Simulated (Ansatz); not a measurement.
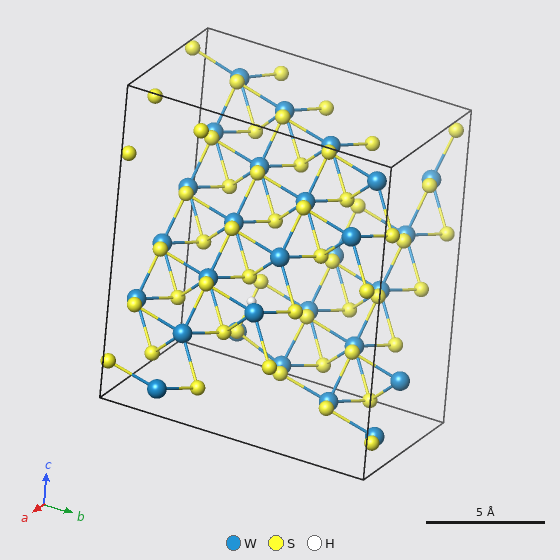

A ball-and-stick rendering, viewed slightly off an axis. The supercell is drawn as a box. The host is WS2, in a cell of 72 sites, and the cell carries a charge of -1.

Name the defect and give its surroundings.

An interstitial hydrogen atom. It is bonded to one S at about 1.5 Å. Not all metal-metal contacts are counted.

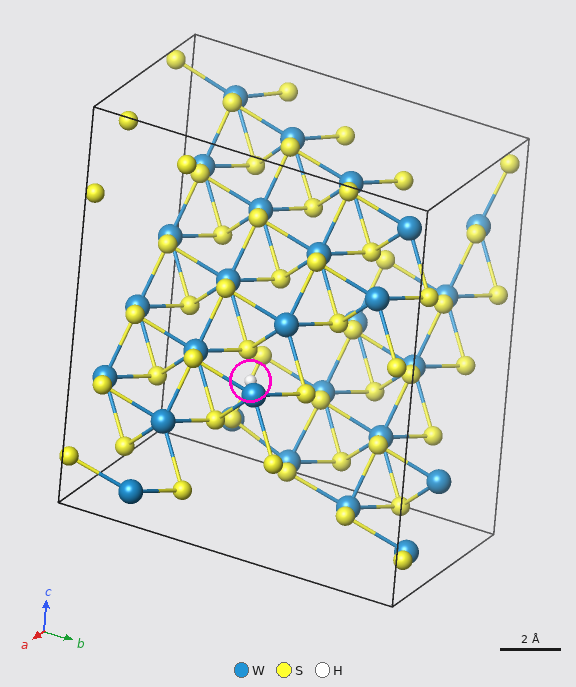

The same cell with a ring at the defect's site.

The atoms were relaxed in the host's cell with DFT PBE, scalar-relativistic, plane waves, PAW (Ansatz).
